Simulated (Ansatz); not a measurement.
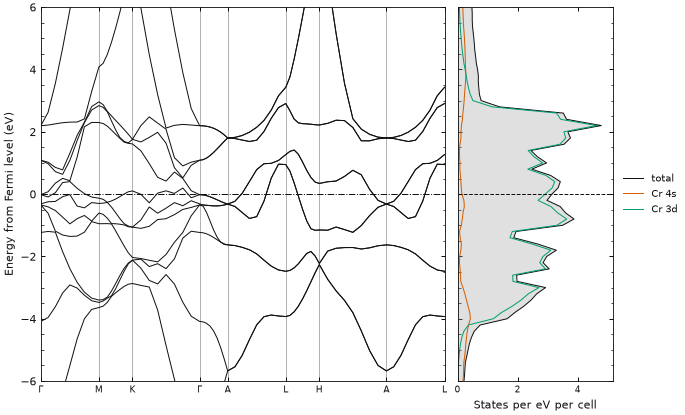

Band structure and density of states. Energies are counted from the Fermi level. The path runs straight from each named point to the next. The partial curves are projected on atomic shells.

> Which Bravais lattice do the labels of the path belong to?

A hexagonal (primitive) lattice: the path Γ–M–K–Γ–A–L–H–A–L runs through the special points of its Brillouin zone.

The Ansatz input:

```
crystal:
  lattice:
    - [2.4853037499, 0.0, 0.0]
    - [-1.242651875, 2.1523361835, 0.0]
    - [0.0, 0.0, 4.455637948]
  atoms:
    - { symbol: Cr, position: [0.3333333333, 0.6666666667, 0.25], spin: 3.0 }
    - { symbol: Cr, position: [0.6666666667, 0.3333333333, 0.75], spin: 3.0 }
magnetization:
  spin_polarized: true
kpoints:
  mp_grid: { grid: [17, 17, 9] }
  band_path:
    path:
      - [0.0, 0.0, 0.0]
      - [0.5, 0.0, 0.0]
      - [0.3333333333, 0.3333333333, 0.0]
      - [0.0, 0.0, 0.0]
      - [0.0, 0.0, 0.5]
      - [0.5, 0.0, 0.5]
      - [0.3333333333, 0.3333333333, 0.5]
      - [0.0, 0.0, 0.5]
      - [0.5, 0.0, 0.5]
    npoints: 8
scf:
  occupations: { method: fermi_dirac, width: 0.05 }
hamiltonian:
  xc: pbe
  pseudopotentials: { kind: all_electron, lapw: { basis_error: 0.001 } }
output:
  forces: true
  stress: true
  eigenvalues: true
  fatbands: true
  populations: true
  dos: { projected: true, de: 0.2, e_range: [-14, 8] }
```

Run as:
```bash
ansatz run input.yaml --threads 1 --pin off --max-ram 3072MiB --backend cpu --events-out ev --progress --plain --runs-dir out
```

> Metal, semiconductor or insulator?

A metal: 4 bands cross the Fermi level along this path.

> Where is the centre of the Cr 3d band?

Over the range shown, the centre of the Cr 3d weight lies 0.2 eV below the Fermi level, and about 50 % of the shell is filled.

> What carries the states at the Fermi level?

By projected weight, the states within 0.3 eV of the Fermi level are Cr 3d almost alone.

> What is the density of states at the Fermi level?

The density of states at the Fermi level is about 3.2 per eV and cell (mean within 0.25 eV), or 1.6 per atom.

Some starting moments didn't survive the run.
